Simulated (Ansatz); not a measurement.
**Geometry relaxation of GaSb (part 2 of 2)**

The same run, continued: GaSb (F-43m, 2 atoms in the cell); DFT LDA, scalar-relativistic, plane waves, PAW, no spin polarisation (Ansatz 0.2.0); cutoff 420 eV, 12×12×12 k-mesh, Gaussian smearing of 0.1 eV. The structure derives from an entry of the Crystallography Open Database.

Geometry of the input (Å; fractional positions):
```
0.0000  3.1069  3.1069
3.1069  0.0000  3.1069
3.1069  3.1069  0.0000
Ga 0.0000  0.0000  0.0000
Sb 0.2500  0.2500  0.2500
```

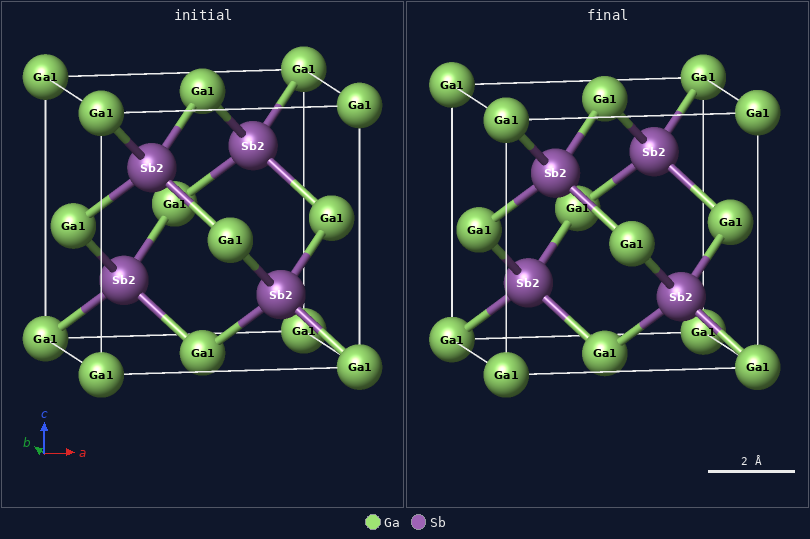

Before (left) and after (right) the relaxation, at one scale (ball-and-stick view of the cell 4 times as large as that of the calculation, set on its symmetry axes, seen slightly off an axis). After 3 geometry steps the energy has fallen by 59.0 meV per cell of the calculation. All forces vanish by symmetry, so only the cell relaxes. The pressure goes from −3.71 to −0.02 GPa. No atom moves by more than 0.005 Å relative to the cell. Cell: a = b = c 6.214 → 6.049 Å (−2.6 %). Volume −7.7 %. Among the contacts that change: Ga1–Sb2 2.691 → 2.619 Å. The space group stays F-43m (No. 216). A last SCF at the same geometry on a re-selected plane-wave basis shifts the energy by +0.9 meV per cell of the calculation. (Atoms are counted from 1 in the order of the input.)

```
basis re-selected at this cell: Δ(F+E_penalty+E_count) = +8.591e-4 eV, ΔP = +0.001 GPa vs the last step (what re-selecting the basis moved, of the pressure what is left beyond the Pulay correction that the steps carried, after the strain that the cell walked since its last selection, with what the two solves' SCF thresholds leave and, on support functions, any second-order correction that the steps lacked; it is no measure of the basis error at this ecutwfc). This SCF's stress stands 1.66e-2 GPa from its target on what of the cell is left free (relax.cell.stress_tol is 5.00e-2 GPa) and its largest allowed force component is 5.55e-17 eV/Å (relax.f_tol is 5.00e-3 eV/Å): within both
SCF converged after 6 iterations
Free energy (F): -10043.053285 eV
Harris-Foulkes:  -10043.053285 eV  (|F-HF|=0.00e0)
Internal energy: -10043.053177 eV  (E = F + TS)
E sigma→0 (E₀):  -10043.053231 eV
Entropy (-TS):   -0.000108 eV (-0.054 meV/atom)
Fermi energy:    7.901625 eV
--- Per-component energies (eV) ---
  E_band       = -260.169377
  E_kinetic    = 325.633877
  E_local      = -3877.673480  (includes V_loc(G=0)·N_el)
  E_nonlocal   = 793.229898
  E_hartree    = 1782.553072
  E_xc         = -207.027236
  E_vxc        = -156.388720  (∫ρ·V_xc dr)
  E_paw        = -6339.849763  (= ΣΔE_a)
  E_vpaw       = -910.076938  (= ΣTr[D̂ρ^β])
  E_aug_tail   = -0.000126  (compensation charges beyond the density's cutoff)
  E_ewald      = -2522.206723
  E_core_change = 2.287303  (= ΣΔE_core)
  E_smearing   = -0.000108  (= −TS)
  E_closure    = -0.000000  (closes the sum)
  Σ components = -10043.053285   (vs F -10043.053285, Δ=0.00e0)
--- Forces (eV/Å), atoms counted from 1 ---
  atom   1  Ga     0.00000000    -0.00000000    -0.00000000
  atom   2  Sb    -0.00000000     0.00000000     0.00000000
  max |Σ_I F_I| component: 3.35e-17 eV/Å
--- Stress (GPa, compression-positive) ---
       -0.016622       0.000000       0.000000
       -0.000000      -0.016622       0.000000
        0.000000       0.000000      -0.016622
  P = ⅓ Tr σ = -0.0166 GPa (-0.166 kbar)
--- Band table (eV; the first three rows and the last of 72) ---
  k-point 0: bands = ["-20.9065", "-20.9065", "-20.9065", "-20.8826", "-20.8826", "-7.3402", "-7.3402", "-7.3402", "-7.2857", "-7.2857", "-3.9448", "7.8311", "7.8311", "7.8311", "7.8946", "10.5980", "10.5980", "10.5980"]
  k-point 1: bands = ["-20.9065", "-20.9063", "-20.9063", "-20.8826", "-20.8826", "-7.3425", "-7.3392", "-7.3392", "-7.2858", "-7.2858", "-3.8704", "6.4996", "7.7006", "7.7006", "8.7513", "10.7751", "10.7751", "10.8618"]
  k-point 2: bands = ["-20.9063", "-20.9057", "-20.9057", "-20.8824", "-20.8824", "-7.3487", "-7.3366", "-7.3366", "-7.2862", "-7.2862", "-3.6517", "5.0577", "7.4079", "7.4079", "8.8326", "11.1607", "11.1607", "11.8027"]
  k-point 71: bands = ["-20.9057", "-20.9039", "-20.8995", "-20.8832", "-20.8803", "-7.3858", "-7.3194", "-7.3145", "-7.2923", "-7.2869", "-1.3334", "0.9784", "4.3213", "4.5465", "11.5733", "12.1132", "12.2583", "12.5551"]
--- Relaxed structure (4 steps of the walk, 4 accepted, 1 SCFs on fresh bases) ---
  F+E_penalty+E_count = -10043.05328506 eV   max|allowed force component| = 5.551e-17 eV/Å   (the final SCF, on the basis selected at the relaxed cell)
  cell:  # Å, volume = 55.3444 Å³
    - [3.8215290246716928e-34, 3.024692057867053, 3.024692057867053]
    - [3.024692057867053, 1.3120582984706145e-32, 3.024692057867053]
    - [3.024692057867053, 3.024692057867053, 1.2330800319607326e-32]
  atoms:
    - { symbol: Ga, position: [-1.6275179803832502e-33, 2.019465377365053e-33, 1.5345354018570897e-33] }
    - { symbol: Sb, position: [0.25, 0.25, 0.25] }
```

**Trajectory as extended XYZ (Å, eV, eV/Å), 5 frames, from step=1 to step=5**
```
2
Lattice="0.0000 3.1069 3.1069 3.1069 0.0000 3.1069 3.1069 3.1069 0.0000" Properties=species:S:1:pos:R:3:forces:R:3 step=1 energy=-10042.99518 pressure_GPa=-3.71
Ga    0.0000    0.0000    0.0000    0.0000   0.0000   0.0000
Sb    1.5535    1.5535    1.5535    0.0000   0.0000   0.0000
2
Lattice="0.0000 2.9920 2.9920 2.9920 0.0000 2.9920 2.9920 2.9920 0.0000" Properties=species:S:1:pos:R:3:forces:R:3 step=2 energy=-10043.04421 pressure_GPa=1.94
Ga    0.0000    0.0000    0.0000    0.0000   0.0000   0.0000
Sb    1.4960    1.4960    1.4960    0.0000   0.0000   0.0000
2
Lattice="0.0000 3.0295 3.0295 3.0295 0.0000 3.0295 3.0295 3.0295 0.0000" Properties=species:S:1:pos:R:3:forces:R:3 step=3 energy=-10043.05385 pressure_GPa=-0.28
Ga    0.0000    0.0000    0.0000    0.0000   0.0000   0.0000
Sb    1.5148    1.5148    1.5148    0.0000   0.0000   0.0000
2
Lattice="0.0000 3.0247 3.0247 3.0247 0.0000 3.0247 3.0247 3.0247 0.0000" Properties=species:S:1:pos:R:3:forces:R:3 step=4 energy=-10043.05414 pressure_GPa=-0.02
Ga    0.0000    0.0000    0.0000    0.0000   0.0000   0.0000
Sb    1.5123    1.5123    1.5123    0.0000   0.0000   0.0000
2
Lattice="0.0000 3.0247 3.0247 3.0247 0.0000 3.0247 3.0247 3.0247 0.0000" Properties=species:S:1:pos:R:3:forces:R:3 step=5 energy=-10043.05328 pressure_GPa=-0.02
Ga    0.0000    0.0000    0.0000    0.0000   0.0000   0.0000
Sb    1.5123    1.5123    1.5123    0.0000   0.0000   0.0000
```

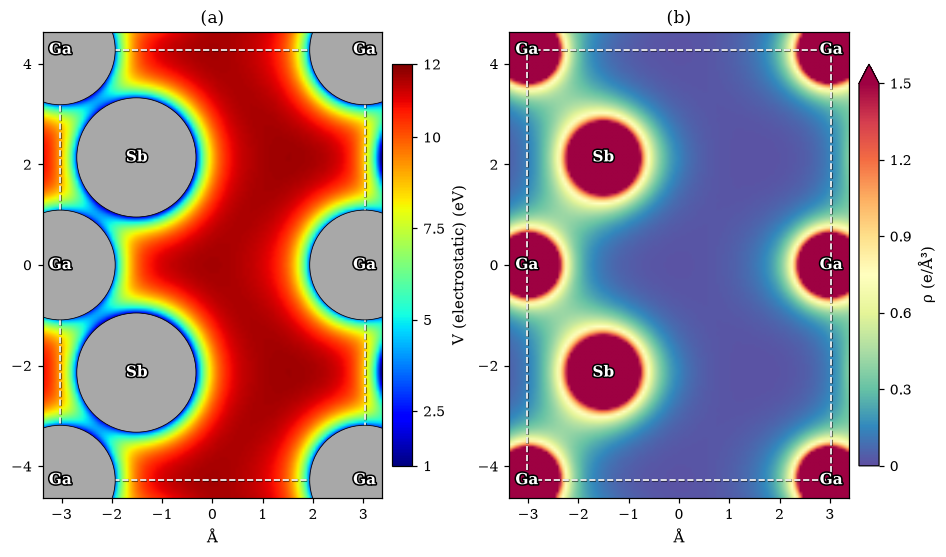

(a) electrostatic potential (local pseudopotential plus Hartree) felt by an electron; (b) valence pseudo-density on the (101) plane of the conventional cell. Grey discs, where drawn, cover atomic cores. The section cuts through Ga and Sb sites. Ga–Sb (2.62 Å): ρ is about 0.43 e/Å³ halfway. Away from the nuclei the density in this plane falls to 0.01 e/Å³ at its lowest. Outside the cores the potential energy rises away from the atoms and is highest about 2.6 Å from the nearest atoms; outside the discs it spans about 10 eV, and its zero is arbitrary. The fields are those of the smooth PAW valence density.

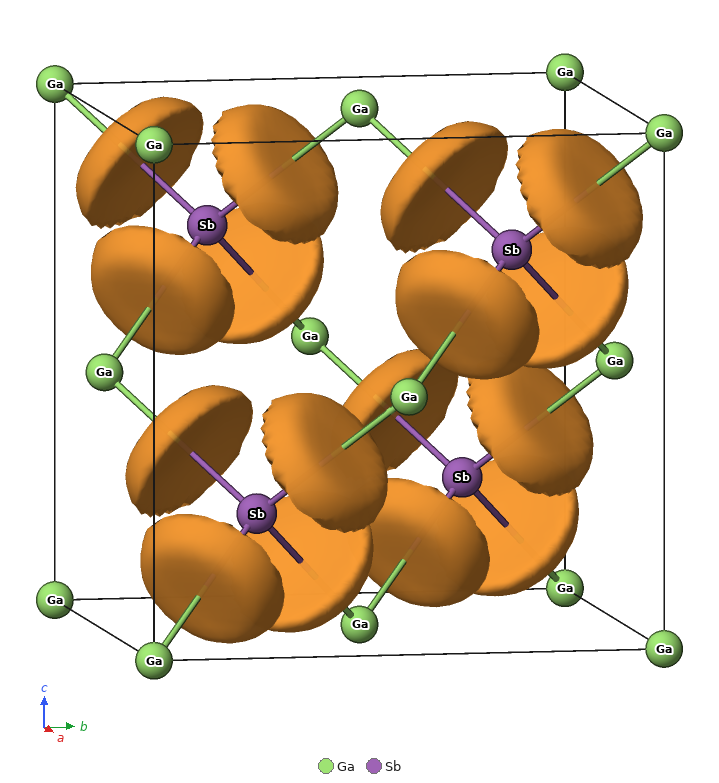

Isosurface of the ELF at 0.55 (orange), seen slightly off an axis. Core shells and regions of very low density are left out. Sticks mark near contacts. The outline is the cell set on symmetry axes. Values along the shortest contacts: Ga–Sb (2.62 Å): the ELF peaks at about 0.70 between the atoms.

**Results in brief**

```tsv
quantity	value
outcome	converged
space group (tolerance 0.01 Å)	F-43m (216)
electrons treated	28
free energy	−10043.0533 eV
Fermi energy	7.902 eV
gap on the k-point mesh	none (metallic)
pressure	−0.02 GPa
final volume	55.34 Å³
largest force (length of the vector) at the end	under 0.001 eV/Å
final cell	a = 4.278 Å, b = 4.278 Å, c = 4.278 Å, α = 60.00°, β = 60.00°, γ = 60.00°
hardware	1 thread of Arm Neoverse V1, 24 GiB of memory available, shared host
wall time	44 s
peak memory	0.38 GiB
```
